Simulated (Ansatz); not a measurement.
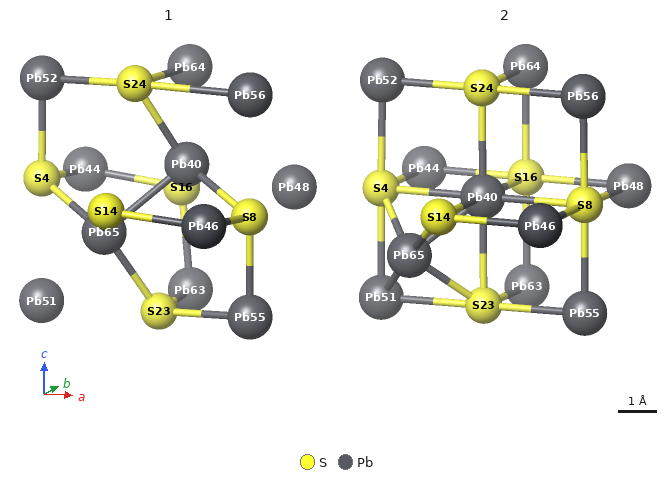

Two geometries of a defect cell of composition S32Pb33 (cell charge −1), drawn at one scale. One is the start of a relaxation, the other its converged end. A ball-and-stick model of the atoms within 4.2 Å of the atom that moves most (axes of the cell of the calculation (origin shifted)), seen slightly off an axis.

The calculation used Ansatz 0.2.0, DFT, PBEsol, PAW, plane waves. Settings: plane-wave cutoff 420 eV; k-point mesh 1 × 1 × 1; mesh shifted by (0.25, 0.25, 0.25); collinear spin; atoms relaxed in a fixed cell; force threshold 0.03 eV/Å; at most 80 steps.

Which geometry has the lower energy?

Structure 1 is the relaxed one. Pb40 moves most: 1.39 Å along [1 1 1]. By element the largest moves are Pb 1.39 Å, S 0.47 Å. The lattice vectors keep their values. Some distances before and after: S14–Pb40 2.961 → 4.072 Å, S4–Pb40 2.943 → 4.029 Å, S23–Pb40 2.952 → 4.006 Å, Pb51–Pb65 2.574 → 3.190 Å. Bond angles that change, for instance: S16–Pb40–Pb65 125.8° → 90.3°, S8–Pb40–Pb65 125.9° → 91.7°, S24–Pb40–Pb65 123.9° → 92.3°. After 10 geometry steps the energy has fallen by 6.133 eV per cell of the calculation. The largest force component goes from 3.4 to 0.0096 eV/Å. The program noted that the starting moments weren't kept.

Limits of the set-up: the cell is charged, on a uniform background, and energies carry no finite-size correction.
